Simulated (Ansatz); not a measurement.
System: Tc.

```cif
data_structure
_symmetry_space_group_name_H-M 'P 1'
_symmetry_Int_Tables_number 1
_cell_length_a 3.9000
_cell_length_b 3.9000
_cell_length_c 3.9000
_cell_angle_alpha 90.000
_cell_angle_beta 90.000
_cell_angle_gamma 90.000
_cell_volume 59.32
loop_
_atom_site_label
_atom_site_type_symbol
_atom_site_fract_x
_atom_site_fract_y
_atom_site_fract_z
_atom_site_occupancy
Tc1 Tc 0.00000 0.00000 0.00000 1
Tc2 Tc 0.50000 0.50000 0.00000 1
Tc3 Tc 0.50000 0.00000 0.50000 1
Tc4 Tc 0.00000 0.50000 0.50000 1
```

Space group Fm-3m; computed pressure about −18 GPa in this cell.

Computed with Kohn-Sham DFT of a periodic cell, PBE0, Ansatz PAW (Ansatz).

Q: What can the converged valence pseudo-density and electron localisation function tell about the bonding?

A: Tc–Tc (2.76 Å): ρ is about 0.37 e/Å³ halfway; the ELF is about 0.30 at the midpoint.

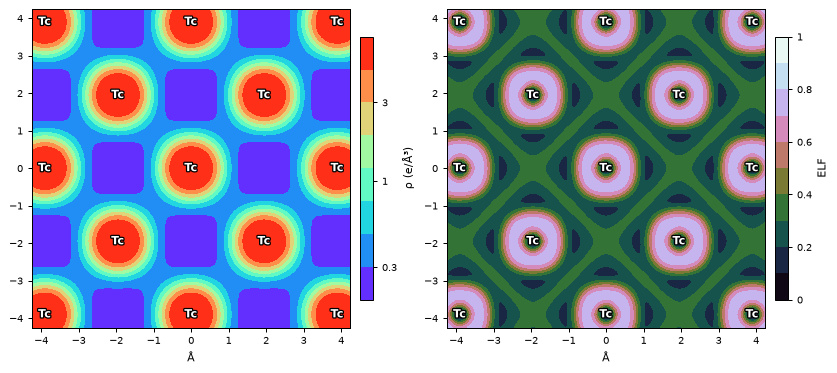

Computed valence pseudo-density and electron localisation function on the (010) plane of the conventional cell, in this order. 
